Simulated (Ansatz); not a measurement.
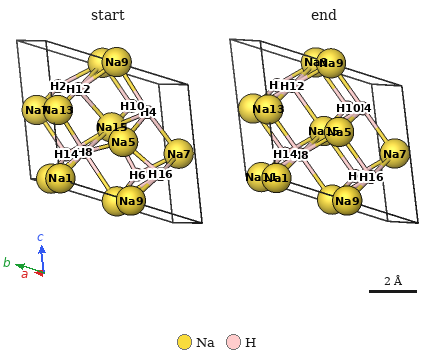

The structure of solid NaH (built on the rocksalt type) before (left) and after (right) a relaxation, at one scale.

Style: ball-and-stick. Shown: the cell of the calculation, reduced to other axes, from a free direction. Lengths and directions refer to the drawn axes.

Case: shaken.

All numbers below come from DFT, PBEsol, plane waves, PAW in Ansatz. (plane-wave cutoff 420 eV; k-point mesh 4 × 4 × 4; occupations fermi dirac; smearing width 0.05 eV; no spin polarisation; cell and atoms relaxed; force threshold 0.01 eV/Å; at most 120 steps)

> Summarise the run.

The atom that moves furthest relative to the cell is Na5 (0.43 Å along [−1 0 2]). Largest moves by element: Na 0.43 Å, H 0.33 Å. The volume changes by −1.7 %, with a 6.712 → 6.776 Å (+0.9 %), b 6.749 → 6.776 Å (+0.4 %), c 6.788 → 6.777 Å (−0.2 %), α 61.6° → 60.0°, β 61.3° → 60.0°, γ 61.1° → 60.0°. Some distances before and after: Na1–Na11 2.863 → 3.388 Å, H2–Na5 2.873 → 2.396 Å, Na5–Na9 2.982 → 3.388 Å, Na3–Na5 2.999 → 3.389 Å. Among the angles between lasting bonds that change: Na5–H8–Na11 156.4° → 180.0°, H8–Na5–H16 110.8° → 90.0°, Na1–H4–Na15 159.2° → 180.0°. The space group (tolerance 0.01 Å) goes from P1 (No. 1) to Fm-3m (No. 225). After 4 accepted moves (5 points after the start) the energy has fallen by 1.110 eV per cell of the calculation. Largest force component: 0.91 eV/Å at the start, 0.00038 eV/Å at the end. Pressure: 0.74 GPa at the start and 0.00 GPa at the end. At 1 point the geometry stayed and the basis and grid were re-selected for the new cell (energy shift of 1.2 meV per cell of the calculation at most each time).
